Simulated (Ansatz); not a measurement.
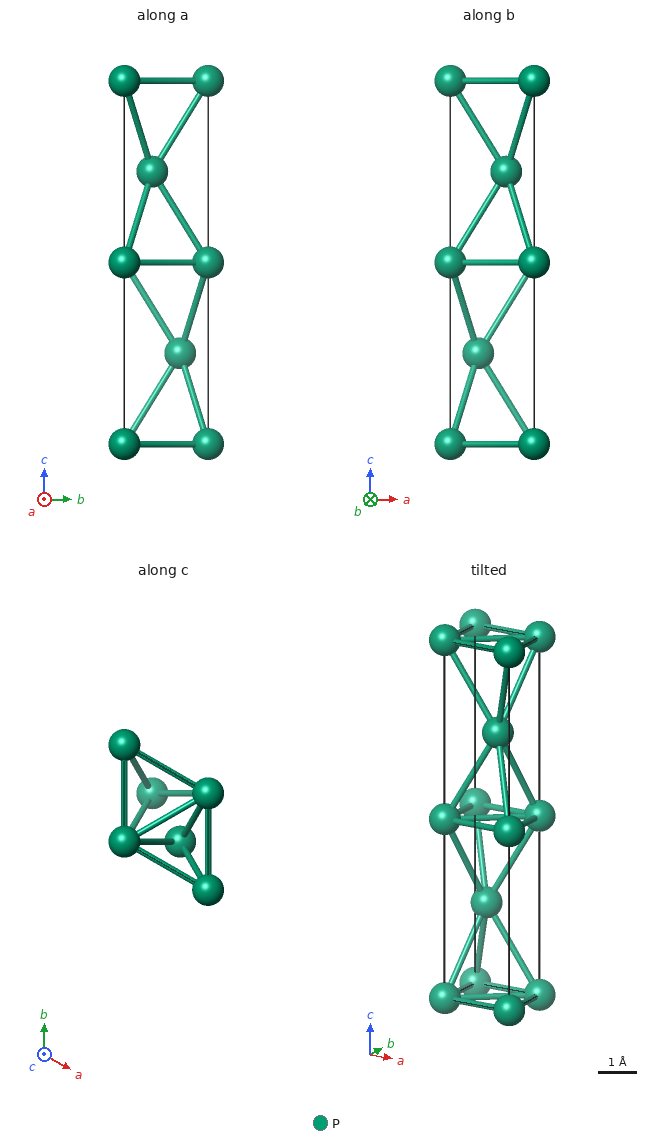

The image is a ball-and-stick drawing of a crystal, viewed along the a axis, along the b axis, along the c axis and slightly off an axis. The lines enclose the conventional unit cell; boundary atoms appear with their images.

Lattice parameters: a = 2.567 Å, b = 2.567 Å, c = 9.645 Å, α = 90.00°, β = 90.00°, γ = 120.00°.

Question: Express the structure as a table of Wyckoff sites.

Answer: Space group P6_3/mmc (No. 194).
| atom | site | x | y | z |
| --- | --- | --- | --- | --- |
| P | 2a | 0.0000 | 0.0000 | 0.0000 |
| P | 2c | 0.3333 | 0.6667 | 0.2500 |

Provenance: a structure type filled with this element by a generator (whether the element takes this form wasn't checked). Earlier steps of the study may have refined or changed the cell and positions. A calculation with Ansatz used it as input.

At this level of theory the cell isn't at rest (compressed, at 8 GPa), so its distances can differ from those at equilibrium, the more so the softer the solid.
